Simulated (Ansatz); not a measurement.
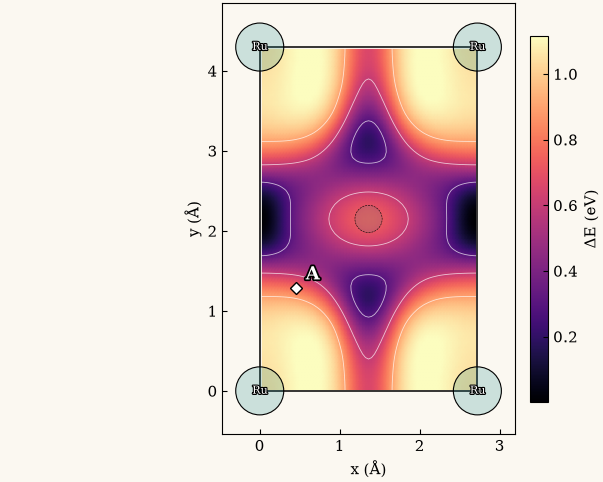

S on a Ru(100) slab cut from the P6_3/mmc phase, its upper half relaxed before the scan (6 atoms of substrate and one adsorbate in a 1 × 1 cell). S is moved over the surface cell; relaxed at each place: the height of the adsorbate's atoms; substrate rigid; the origin of the map has the adsorbate above Ru6. Places are given modulo a cell vector. The map is drawn in real space over the plane of the surface. The scan uses a 6 × 10 grid; 24 points were computed and 36 follow by symmetry. Energies are in eV, from the lowest grid point. With one adsorbate in each 1 × 1 cell, its nearest image is 2.7 Å away, so neighbouring adsorbates interact. Computed with DFT PBE, scalar-relativistic, plane waves, PAW in Ansatz. Settings: cutoff 420 eV, k-mesh 10×6×1, gaussian smearing 0.1 eV, no spin polarisation.

In the figure: a smooth colour map with a few white contour lines, labelled circles for the atoms of the top layer and small ones for the second layer, the outline of one cell of the plane, the point A. Between grid points the surface is interpolated.

Question: Is A at rest? If not, where is it pushed?

Answer: A, at (1/6, 3/10) of the cell vectors, is not a stationary point. The computed force is 1.1 eV/Å in the plane, pointing up in the picture (components 0.2 and 1.1 eV/Å).

PAW datasets: the set soft_1.
